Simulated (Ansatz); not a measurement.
## Electronic structure of SnO2 in real space

```
CELL_PARAMETERS angstrom
5.05341 0.00000 0.00000
0.00000 5.05341 0.00000
0.00000 0.00000 5.05341
ATOMIC_POSITIONS crystal
Sn 0.00000 0.00000 0.00000
Sn 0.50000 0.00000 0.50000
Sn 0.50000 0.50000 0.00000
Sn 0.00000 0.50000 0.50000
O 0.66000 0.84000 0.16000
O 0.84000 0.16000 0.66000
O 0.16000 0.66000 0.84000
O 0.34000 0.34000 0.34000
O 0.66000 0.66000 0.66000
O 0.84000 0.34000 0.16000
O 0.16000 0.84000 0.34000
O 0.34000 0.16000 0.84000
```

Space group Pa-3; a structure from a database of computed crystals, not necessarily the ambient phase.

These are results of Kohn-Sham DFT of a periodic cell, LDA, Ansatz PAW (Ansatz 0.2.0), not measurements.

In a PAW calculation such maps are meaningful between the atoms, not at the nuclei.

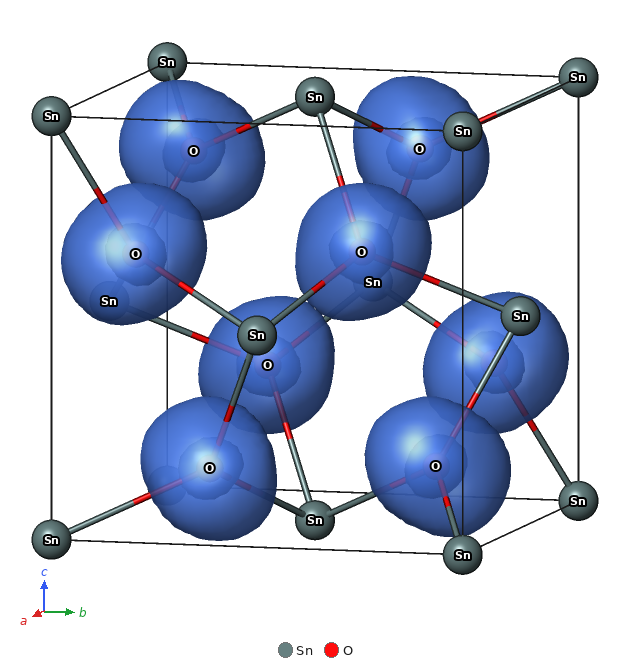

Figure 1. Isosurface of the electron localisation function at 0.7 (blue), seen slightly off an axis. Core shells and regions of very low density are left out. Sticks mark near contacts.

What do the ELF domains correspond to?

The surface consists of eight regions wrapped around O (the valence shell of each), counted in one cell of 12 atoms. Any copies at cell faces, edges or corners count once.


Sn–O (2.06 Å): the ELF peaks at about 0.80 in the valence shell of O, 0.6 Å from its nucleus, and is about 0.25 at the midpoint: no localised pair shows between them.

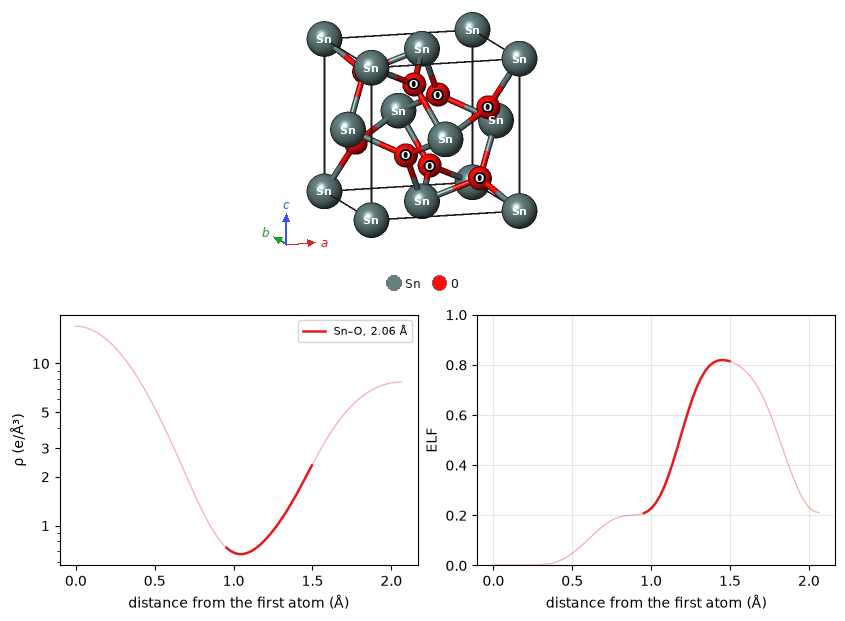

Figure 2. Valence pseudo-density and ELF along straight lines between neighbouring atoms. Thin, pale parts lie inside the atomic spheres. The structure is drawn too.

What can be read from the curves?

Sn–O (2.06 Å): the density is about 0.67 e/Å³ at the midpoint; the ELF peaks at about 0.80 in the valence shell of O, 0.6 Å from its nucleus, and is about 0.25 at the midpoint: no localised pair shows between them.

Does the calculation make it a metal, or give it a gap?

It is gapped, with a Kohn–Sham gap of 1.2 eV on the k-point mesh, an upper bound to the gap of this method.
